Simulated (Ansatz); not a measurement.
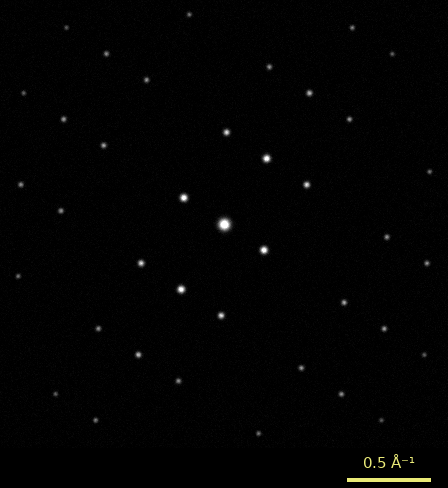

Computed electron diffraction pattern, 200 kV, single scattering only, B = 0.8 Å².

It belongs to Ta, space group Fd-3m (No. 227), a = 6.00 Å. Structure: the input geometry of an electronic-structure calculation (not necessarily at equilibrium); the starting structure was generated, so it need not be a known form of this composition.

```tsv
atom	site	symmetry	x	y	z
Ta	8b	-43m	0.2500	0.2500	0.7500
```

Measure the pattern against the scale bar and name the zone.

Answer. The spots form a rectangular net whose two shortest vectors correspond to d = 3.47 Å and 2.12 Å, 90.0° apart. They index as -1 1 1 and 0 -2 2, so the zone axis is [211] (or an equivalent direction of <211>).

Which reflections of this zone are missing, and why?

Answer. The lattice centring (F) removes all reflections that break h + k = 2n, h + l = 2n; a glide plane extinguishes reflections such as 2 -4 0, 2 0 -4; reflections such as 2 -2 -2, 2 -6 2, 2 2 -6 are allowed by the space group but vanish because the atoms sit on special positions. In a thicker crystal double diffraction can put intensity into those places emptied by glide planes or screw axes that lie on the net of the visible spots, but never into those emptied by centring.
